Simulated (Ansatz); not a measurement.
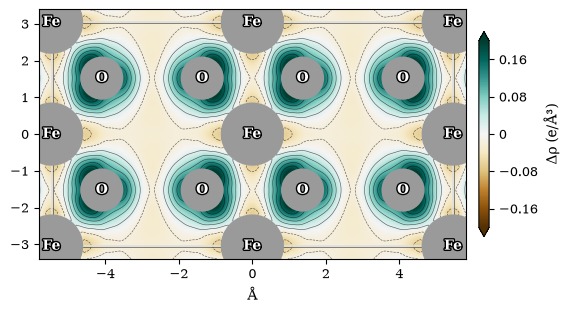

Figure. FeO. Bonding charge density, ρ(crystal) − Σ ρ(neutral atoms): a map on the (11̄0) plane of the conventional cell of the magnetic structure, with grey discs over the atomic cores. Cores are masked to 0.9 Å (Fe) and 0.6 Å (O).

Space group P4_2/mmc; the calculation finds a residual pressure of about 2 GPa at this fixed cell; spin-polarised. Net moment 0.0 μB in the 8-atom cell of the calculation; other magnetic orders weren't tried. Effective Hubbard U: 5.3 eV on Fe d. Another magnetic order may lie lower. The cell comes from a database of computed structures, not from a measurement.

All numbers below come from DFT PBE+U, scalar-relativistic, plane waves, PAW (Ansatz).

In a PAW calculation such maps are meaningful between the atoms, not at the nuclei.

Question: What does the deformation density say about the bonding?

Answer: Fe–O (2.05 Å): Δρ is +0.06 e/Å³ at the midpoint (close to a masked core, so read it with care).
- Fe–Fe (3.05 Å): Δρ is about zero at the midpoint.
- Over the whole cell, outside the masked cores, the largest gain lies at the edge of the masked core of O, and the largest loss lies at the edge of the masked core of Fe.
- The rearranged charge, half the integral of |Δρ|, is about 0.32 e an atom.
- Bader charges: Fe +1.32 and O −1.32 e.

The SCF state may not be the lowest one: other magnetic or orbital orders weren't excluded.

The run took 5.9 min on 2 threads of Intel(R) Xeon(R) Processor @ 2.50GHz (Skylake/Cascade Lake) (shared host), peak memory 2.4 GiB.
